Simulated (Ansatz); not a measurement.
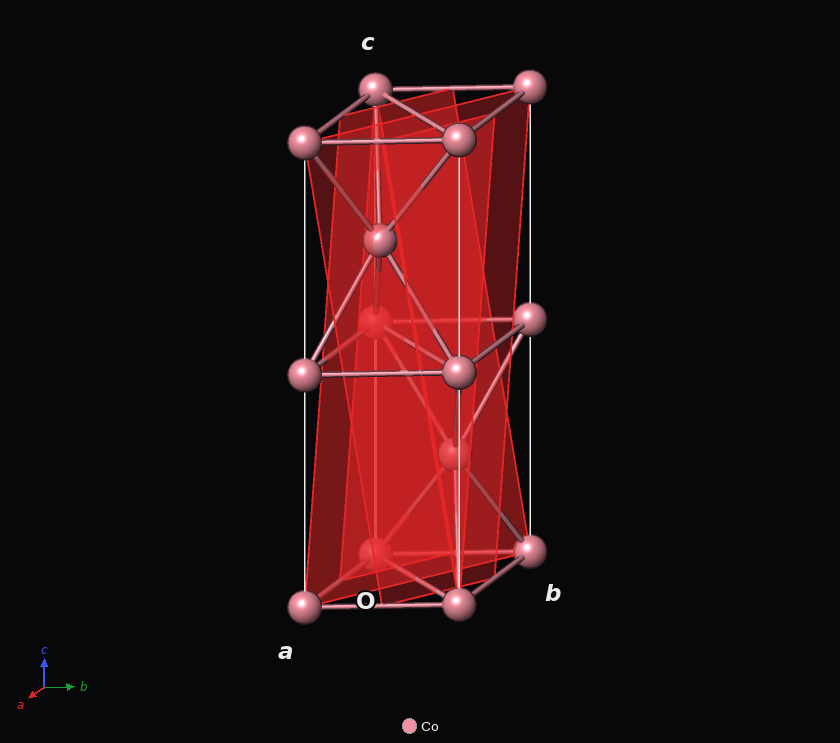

Every member of one family of equally spaced planes, hx + ky + lz = a whole number, that cuts the unit cell is shaded (one member passes through the origin O, touching the cell only at an edge or corner). Crystal: Co, the input geometry of an electronic-structure calculation (not necessarily at equilibrium); the starting structure was generated, so it need not be a known form of this composition. All values are computed from the atomic coordinates in the standard setting (tolerance 0.002 Å).

a = 2.390 Å, b = 2.390 Å, c = 7.781 Å, α = 90.00°, β = 90.00°, γ = 120.00°.

Q: Index the planes.

A: (2 2 1), in four indices (2 2 −4 1); the opposite sign names the same planes. The member next to the origin meets the axes a at 1/2, b at 1/2, c at 1.

Q: What is the spacing?

A: d = 0.596 Å.

Q: Which atoms of the cell lie in these planes (within 0.03 Å)?

A: 1 of the 4 Co.
